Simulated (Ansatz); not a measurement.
Run report: C216, single-point calculation (part 2 of 3)

The same run, continued: C216 (216 atoms in the cell); DFT, HSE06, PAW, plane waves (Ansatz 0.2.0); cutoff 420 eV, 1×1×1 k-mesh, Fermi–Dirac smearing of 0.01 eV. The structure was built on a prototype by a generator.

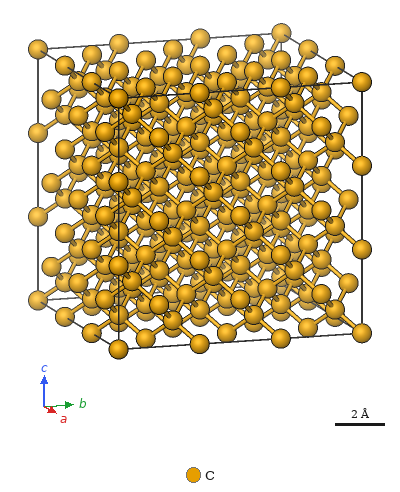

**Figure 1.** The structure as given in the input (ball-and-stick view of the cell of the calculation, seen slightly off an axis).

**What the program printed, continued**
```
SCF iter   1: F=—  HF=-54174.108800 eV  |F-HF|=—  |Δ(HF+E_count)|=         —  Δρ=1.71e-3  dr2=6.21e-3  ethr=1.77e-3  ⟨swp⟩=19.0  Hψ=3123  notcnv=0
preconditioner: auto → none  [insulator: Δε(μ)=4.971 eV  Ē_g=17.125 eV  σ=0.010 eV  W_gap=1.00  n_scr=364 (ndim 8)  ℏωp=31.4 eV  f_vac=0.000  D(μ)=0.00/eV (n_scr^D=0)]
SCF iter   2: F=-54174.135247 eV  HF=-54174.128746 eV  |F-HF|=6.50e-3  |Δ(HF+E_count)|=   1.99e-2  Δρ=8.50e-4  dr2=1.42e-3  ethr=7.18e-7  ⟨swp⟩=18.0  Hψ=2536  notcnv=0  defer=6
SCF 1 stopped early in 2 iterations: F = -54174.135247 eV  dr2 = 1.42e-3
  greatest PAW one-centre occupation: 0.646 electrons in one spin orbital (limit 2), on the C atom at site 0 (counted from 0), in its partial waves of l = 0
Initial density: handed on by an earlier stage of this run
Initial wavefunctions: those handed on with the density
Functional: x = pbe(κ = 0.804, μ = 0.2195149727645171) + 0.25 (exact − pbe) at short range (hse, ω = 0.20786987370883472 Å⁻¹), c = pbe(β = 0.06672455060314922); HSE06 as pw.x's `hse` composes it (authors' and Libxc's form: `xc: wpbeh`)
Exchange kernel: α = 0.2500, screened, ω = 0.2079 Å⁻¹, Wigner–Seitz truncation, v(0) = 935.1692 eV·Å³, q-mesh 1×1×1, nearest image of the exchange supercell L = 10.66 Å, pair-density grid 54×54×54, without the augmentation charges, whose exchange is taken in its separable form (sized by the pseudopotential files, 72×72×72 at the most), smooth part of the exchange summed in real space on grids 48×4
Frozen-core exchange: fock
SCF iter   1: F=—  HF=-54190.888024 eV  |F-HF|=—  |Δ(HF+E_count)|=         —  Δρ=1.00e-2  dr2=5.06e-1  ethr=1.65e-6  ⟨swp⟩=9.0  Hψ=3412  notcnv=0
preconditioner: auto → none  [insulator: Δε(μ)=6.120 eV  Ē_g=19.446 eV  σ=0.010 eV  W_gap=1.00  n_scr=364 (ndim 8)  ℏωp=31.4 eV  f_vac=0.000  D(μ)=0.00/eV (n_scr^D=0)]
SCF iter   2: F=—  HF=-54190.689668 eV  |F-HF|=—  |Δ(HF+E_count)|=   1.98e-1  Δρ=4.22e-3  dr2=8.30e-2  ethr=1.65e-6  ⟨swp⟩=4.0  Hψ=2128  notcnv=0
SCF iter   3: F=—  HF=-54190.892920 eV  |F-HF|=—  |Δ(HF+E_count)|=   2.03e-1  Δρ=9.80e-4  dr2=3.55e-3  ethr=1.65e-6  ⟨swp⟩=5.0  Hψ=2181  notcnv=0
SCF iter   4: F=—  HF=-54190.891670 eV  |F-HF|=—  |Δ(HF+E_count)|=   1.25e-3  Δρ=1.78e-4  dr2=5.11e-4  ethr=3.84e-7  ⟨swp⟩=2.0  Hψ=1080  notcnv=0
SCF iter   5: F=—  HF=-54190.893730 eV  |F-HF|=—  |Δ(HF+E_count)|=   2.06e-3  Δρ=1.43e-4  dr2=9.35e-4  ethr=3.88e-8  ⟨swp⟩=4.0  Hψ=1676  notcnv=0
SCF iter   6: F=—  HF=-54190.893796 eV  |F-HF|=—  |Δ(HF+E_count)|=   6.67e-5  Δρ=1.21e-4  dr2=1.29e-3  ethr=3.88e-8  ⟨swp⟩=4.0  Hψ=1725  notcnv=0
SCF iter   7: F=—  HF=-54190.893557 eV  |F-HF|=—  |Δ(HF+E_count)|=   2.39e-4  Δρ=5.39e-5  dr2=2.46e-4  ethr=3.88e-8  ⟨swp⟩=3.0  Hψ=1154  notcnv=0
iter 8 solved again at ethr=1.23e-9 eV; its pass at ethr=2.78e-8 eV (dr2=1.07e-5 eV) is discarded
SCF iter   8: F=-54190.893497 eV  HF=-54190.893507 eV  |F-HF|=1.03e-5  |Δ(HF+E_count)|=   5.03e-5  Δρ=1.17e-5  dr2=1.58e-5  ethr=1.23e-9  ⟨swp⟩=4.0  Hψ=2602  notcnv=0
SCF 2 stopped early in 8 iterations: F = -54190.893497 eV  dr2 = 1.58e-5
  Residual-converged pass: ⟨swp⟩=3.0  Hψ=1285  notcnv=0  max |occ|·‖R‖ = 5.5e-6 eV (tolerance 6.7e-6 eV)  dr2=1.54e-5  dr2_onsite=1.95e-8  max |Δocc| = 0.0e0
  greatest PAW one-centre occupation: 0.649 electrons in one spin orbital (limit 2), on the C atom at site 191 (counted from 0), in its partial waves of l = 0
hybrid outer 1: dexx = +2.282e-1 eV, tail = 1.27e-4 eV
SCF iter   1: F=—  HF=-54190.890071 eV  |F-HF|=—  |Δ(HF+E_count)|=         —  Δρ=1.83e-5  dr2=2.51e-6  ethr=7.32e-8  ⟨swp⟩=6.0  Hψ=1639  notcnv=0
preconditioner: auto → none  [insulator: Δε(μ)=6.176 eV  Ē_g=19.461 eV  σ=0.010 eV  W_gap=1.00  n_scr=364 (ndim 8)  ℏωp=31.4 eV  f_vac=0.000  D(μ)=0.00/eV (n_scr^D=0)]
SCF iter   2: F=—  HF=-54190.890071 eV  |F-HF|=—  |Δ(HF+E_count)|=   1.25e-7  Δρ=5.08e-6  dr2=2.15e-7  ethr=2.13e-10  ⟨swp⟩=4.0  Hψ=1516  notcnv=0
SCF iter   3: F=—  HF=-54190.890073 eV  |F-HF|=—  |Δ(HF+E_count)|=   1.65e-6  Δρ=3.66e-6  dr2=2.53e-7  ethr=7.54e-12  ⟨swp⟩=6.0  Hψ=2050  notcnv=0
SCF iter   4: F=-54190.890073 eV  HF=-54190.890073 eV  |F-HF|=7.86e-10  |Δ(HF+E_count)|=   4.55e-8  Δρ=8.15e-7  dr2=3.84e-9  ethr=7.54e-12  ⟨swp⟩=3.0  Hψ=1316  notcnv=0
SCF 3 converged in 4 iterations: F = -54190.890073 eV  dr2 = 3.84e-9
  Residual-converged pass: ⟨swp⟩=2.0  Hψ=931  notcnv=0  max |occ|·‖R‖ = 4.1e-6 eV (tolerance 4.6e-6 eV)  dr2=3.87e-9  dr2_onsite=3.15e-10  max |Δocc| = 0.0e0
  greatest PAW one-centre occupation: 0.649 electrons in one spin orbital (limit 2), on the C atom at site 83 (counted from 0), in its partial waves of l = 0
```

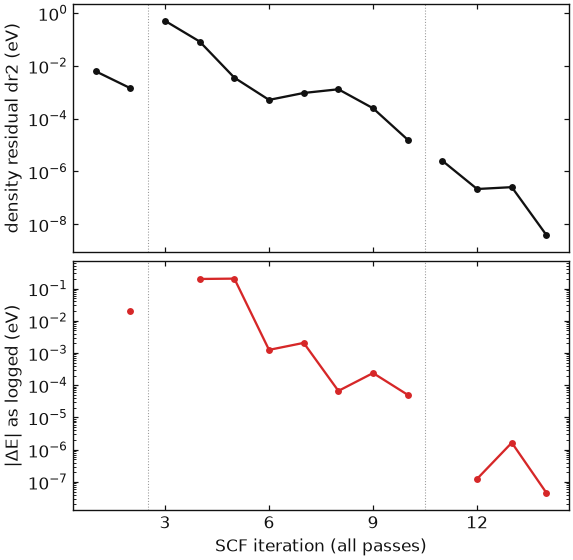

**Figure 2.** Convergence of the self-consistent field: density residual dr2 and size of the energy change against the SCF iteration. The run starts with a semilocal functional; after that each stretch between dotted lines is one SCF of the hybrid functional between two exact rebuilds of the exchange operator by the outer loop. Early passes are stopped at a loose threshold. The passes take 2, 8 and 4 iterations.

```
hybrid outer 2: dexx = +1.778e-6 eV, tail = 1.40e-8 eV, Δε = 8.73e-4 eV (about 9.82e-6 eV left of the loop's levels), ΔF = 1.09e-3 eV/Å (tail 1.27e-4)
NSCF: frozen V_eff on 1 k-points
hybrid SCF converged: 2 outer / 12 inner (+2 warm-up), last move |dexx| = 1.78e-6 eV, tail = 1.40e-8 eV
Stability not checked: this state was not tested for a lower state beside it, because the functional holds exact exchange (a hybrid, or Hartree-Fock), whose exchange loop this test does not read (fock_operator; see scf.lower_state_search)
Free energy (F): -54190.890073 eV
Harris-Foulkes:  -54190.890073 eV  (|F-HF|=7.86e-10)
Internal energy: -54190.890073 eV  (E = F + TS)
E sigma→0 (E₀):  -54190.890073 eV
Fermi energy:    15.627236 eV
--- Per-component energies (eV) ---
  E_band       = 2572.633710
  E_kinetic    = 19955.210057
  E_local      = -12945.455798  (includes V_loc(G=0)·N_el)
  E_nonlocal   = 5656.176311
  E_hartree    = 2841.313962
  E_xc         = -8539.606329
  E_vxc        = -10493.857672  (∫ρ·V_xc dr)
  E_exx        = -1982.662108  (= α·E_x^exact, valence–valence)
  E_paw        = -21455.518667  (= ΣΔE_a)
  E_vpaw       = -1316.745408  (= ΣTr[D̂ρ^β])
  E_aug_tail   = 0.001704  (compensation charges beyond the density's cutoff)
  E_ewald      = -37716.630063
  E_core_change = -3.719141  (= ΣΔE_core)
  E_smearing   = -0.000000  (= −TS)
  E_closure    = -0.000001  (closes the sum)
  Σ components = -54190.890073   (vs F -54190.890073, Δ=0.00e0)
--- Forces (eV/Å), atoms counted from 1 ---
  atom   1  C     -0.00728027    -0.00728525    -0.00730031
  atom   2  C     -0.00727803    -0.00729197    -0.00700710
  atom   3  C     -0.00728877    -0.00729047    -0.00757823
  atom   4  C     -0.00728628    -0.00699476    -0.00729915
  atom   5  C     -0.00729250    -0.00700091    -0.00700562
  atom   6  C     -0.00728382    -0.00700157    -0.00756574
  atom   7  C     -0.00729165    -0.00760036    -0.00729541
  atom   8  C     -0.00728966    -0.00759448    -0.00701706
  atom   9  C     -0.00727754    -0.00759477    -0.00756272
  atom  10  C     -0.00700648    -0.00728093    -0.00729655
  atom  11  C     -0.00700895    -0.00729110    -0.00701218
  atom  12  C     -0.00701032    -0.00729409    -0.00757242
  atom  13  C     -0.00702097    -0.00700604    -0.00730022
  atom  14  C     -0.00701248    -0.00700075    -0.00701239
  atom  15  C     -0.00701834    -0.00699900    -0.00756803
  atom  16  C     -0.00701638    -0.00758458    -0.00730565
  atom  17  C     -0.00702134    -0.00758652    -0.00700739
  atom  18  C     -0.00701584    -0.00758395    -0.00757945
  atom  19  C     -0.00759162    -0.00728388    -0.00730413
  atom  20  C     -0.00758182    -0.00728091    -0.00701383
  atom  21  C     -0.00758419    -0.00728862    -0.00757207
  atom  22  C     -0.00757771    -0.00699732    -0.00729553
  atom  23  C     -0.00758375    -0.00700638    -0.00701867
  atom  24  C     -0.00757622    -0.00699961    -0.00757517
  atom  25  C     -0.00757696    -0.00758361    -0.00730138
  atom  26  C     -0.00758023    -0.00759252    -0.00700994
  atom  27  C     -0.00757941    -0.00759160    -0.00757128
  atom  28  C      0.00757813     0.00758301     0.00757385
  atom  29  C      0.00758435     0.00757914     0.00699639
  atom  30  C      0.00758441     0.00758947     0.00729474
  atom  31  C      0.00758227     0.00701150     0.00757499
  atom  32  C      0.00757354     0.00701253     0.00700725
  atom  33  C      0.00758201     0.00700617     0.00730498
  atom  34  C      0.00758138     0.00729106     0.00757906
  atom  35  C      0.00759119     0.00729202     0.00699992
  atom  36  C      0.00758508     0.00728584     0.00729961
  atom  37  C      0.00700476     0.00758612     0.00757311
  atom  38  C      0.00699872     0.00758483     0.00700787
  atom  39  C      0.00700372     0.00758381     0.00730179
  atom  40  C      0.00700132     0.00700431     0.00757454
  atom  41  C      0.00700606     0.00701454     0.00700090
  atom  42  C      0.00699706     0.00701065     0.00730577
  atom  43  C      0.00700020     0.00728920     0.00757729
  atom  44  C      0.00699107     0.00729179     0.00700740
  atom  45  C      0.00699786     0.00728671     0.00729805
  atom  46  C      0.00729691     0.00759015     0.00757556
  atom  47  C      0.00730406     0.00759792     0.00699953
  atom  48  C      0.00729905     0.00758888     0.00729918
  atom  49  C      0.00729881     0.00700609     0.00758455
  atom  50  C      0.00729908     0.00700164     0.00701051
  atom  51  C      0.00730318     0.00701043     0.00729984
  atom  52  C      0.00730464     0.00729154     0.00758055
  atom  53  C      0.00730231     0.00729054     0.00700310
  atom  54  C      0.00730503     0.00728606     0.00730910
  atom  55  C     -0.00758359    -0.00756903    -0.00729631
  atom  56  C     -0.00758389    -0.00758265    -0.00700368
  atom  57  C     -0.00759121    -0.00756894    -0.00757108
  atom  58  C     -0.00759648    -0.00730124    -0.00729804
  atom  59  C     -0.00759265    -0.00729277    -0.00701319
  atom  60  C     -0.00759158    -0.00729638    -0.00757107
  atom  61  C     -0.00758159    -0.00701210    -0.00729815
  atom  62  C     -0.00758980    -0.00700855    -0.00701376
  atom  63  C     -0.00758435    -0.00700638    -0.00757715
  atom  64  C     -0.00730597    -0.00758378    -0.00729795
  atom  65  C     -0.00730130    -0.00758037    -0.00701081
  atom  66  C     -0.00729573    -0.00757660    -0.00757139
  atom  67  C     -0.00729917    -0.00729891    -0.00729612
  atom  68  C     -0.00729561    -0.00729987    -0.00700966
  atom  69  C     -0.00729615    -0.00729152    -0.00757259
  atom  70  C     -0.00729799    -0.00699580    -0.00730542
  atom  71  C     -0.00730157    -0.00699349    -0.00701371
  atom  72  C     -0.00730619    -0.00701229    -0.00757296
  atom  73  C     -0.00699340    -0.00757006    -0.00730243
  atom  74  C     -0.00699755    -0.00757397    -0.00700871
  atom  75  C     -0.00699132    -0.00757708    -0.00757351
  atom  76  C     -0.00698379    -0.00729641    -0.00729714
  atom  77  C     -0.00698737    -0.00729910    -0.00700903
  atom  78  C     -0.00698752    -0.00729716    -0.00756678
  atom  79  C     -0.00699361    -0.00701285    -0.00729623
  atom  80  C     -0.00699080    -0.00700856    -0.00701142
  atom  81  C     -0.00699136    -0.00700509    -0.00756314
  atom  82  C      0.00728740     0.00730200     0.00757436
  atom  83  C      0.00728771     0.00729248     0.00700315
  atom  84  C      0.00728531     0.00729946     0.00730192
  atom  85  C      0.00728071     0.00757799     0.00757340
  atom  86  C      0.00729080     0.00758280     0.00700533
  atom  87  C      0.00728042     0.00757949     0.00730696
  atom  88  C      0.00728749     0.00700599     0.00758289
  atom  89  C      0.00728537     0.00699941     0.00700044
  atom  90  C      0.00729019     0.00700844     0.00729985
  atom  91  C      0.00758398     0.00729648     0.00758952
  atom  92  C      0.00758576     0.00730002     0.00699761
  atom  93  C      0.00757762     0.00729653     0.00730496
  atom  94  C      0.00757285     0.00756639     0.00757607
  atom  95  C      0.00757647     0.00756642     0.00700566
  atom  96  C      0.00758438     0.00757981     0.00730148
  atom  97  C      0.00757772     0.00701019     0.00757518
  atom  98  C      0.00758053     0.00701304     0.00700308
  atom  99  C      0.00757500     0.00700849     0.00730539
  atom 100  C      0.00701013     0.00730088     0.00757783
  atom 101  C      0.00700585     0.00729913     0.00700046
  atom 102  C      0.00701800     0.00729915     0.00730274
  atom 103  C      0.00702057     0.00757211     0.00758146
  atom 104  C      0.00701937     0.00756890     0.00700384
  atom 105  C      0.00702155     0.00757324     0.00731296
  atom 106  C      0.00702471     0.00701326     0.00757083
  atom 107  C      0.00703458     0.00700961     0.00700093
  atom 108  C      0.00701420     0.00701217     0.00730167
  atom 109  C     -0.00759107    -0.00729296    -0.00758447
  atom 110  C     -0.00760022    -0.00729075    -0.00729368
  atom 111  C     -0.00758997    -0.00728532    -0.00699841
  atom 112  C     -0.00758293    -0.00699382    -0.00759387
  atom 113  C     -0.00759046    -0.00699717    -0.00729202
  atom 114  C     -0.00758711    -0.00700216    -0.00700257
  atom 115  C     -0.00759744    -0.00758658    -0.00757852
  atom 116  C     -0.00758227    -0.00758827    -0.00728790
  atom 117  C     -0.00758816    -0.00758954    -0.00699069
  atom 118  C     -0.00729661    -0.00728290    -0.00759455
  atom 119  C     -0.00729941    -0.00729136    -0.00729251
  atom 120  C     -0.00729916    -0.00729301    -0.00700020
  atom 121  C     -0.00729911    -0.00700047    -0.00758348
  atom 122  C     -0.00729624    -0.00699079    -0.00729505
  atom 123  C     -0.00731011    -0.00699864    -0.00699777
  atom 124  C     -0.00729710    -0.00759427    -0.00759135
  atom 125  C     -0.00730723    -0.00760436    -0.00729410
  atom 126  C     -0.00729286    -0.00759258    -0.00699951
  atom 127  C     -0.00698383    -0.00729192    -0.00759562
  atom 128  C     -0.00698159    -0.00728437    -0.00729174
  atom 129  C     -0.00698291    -0.00729018    -0.00700017
  atom 130  C     -0.00699441    -0.00699878    -0.00758670
  atom 131  C     -0.00698673    -0.00700851    -0.00728914
  atom 132  C     -0.00699200    -0.00699885    -0.00699320
  atom 133  C     -0.00698578    -0.00759148    -0.00758722
  atom 134  C     -0.00699201    -0.00759121    -0.00730747
  atom 135  C     -0.00698989    -0.00758951    -0.00699345
  atom 136  C      0.00728719     0.00758253     0.00729240
  atom 137  C      0.00728704     0.00759269     0.00759147
  atom 138  C      0.00728687     0.00759506     0.00700719
  atom 139  C      0.00728909     0.00701438     0.00728689
  atom 140  C      0.00728515     0.00700452     0.00759236
  atom 141  C      0.00728414     0.00700015     0.00701070
  atom 142  C      0.00727692     0.00728821     0.00729073
  atom 143  C      0.00729119     0.00729289     0.00758624
  atom 144  C      0.00728957     0.00728426     0.00700583
  atom 145  C      0.00758065     0.00759475     0.00728166
  atom 146  C      0.00757730     0.00758092     0.00758804
  atom 147  C      0.00757527     0.00757651     0.00699678
  atom 148  C      0.00757215     0.00700604     0.00729079
  atom 149  C      0.00758314     0.00701362     0.00758795
  atom 150  C      0.00757594     0.00701299     0.00700737
  atom 151  C      0.00758131     0.00729479     0.00728249
  atom 152  C      0.00757695     0.00728537     0.00758801
  atom 153  C      0.00758536     0.00729388     0.00700389
```
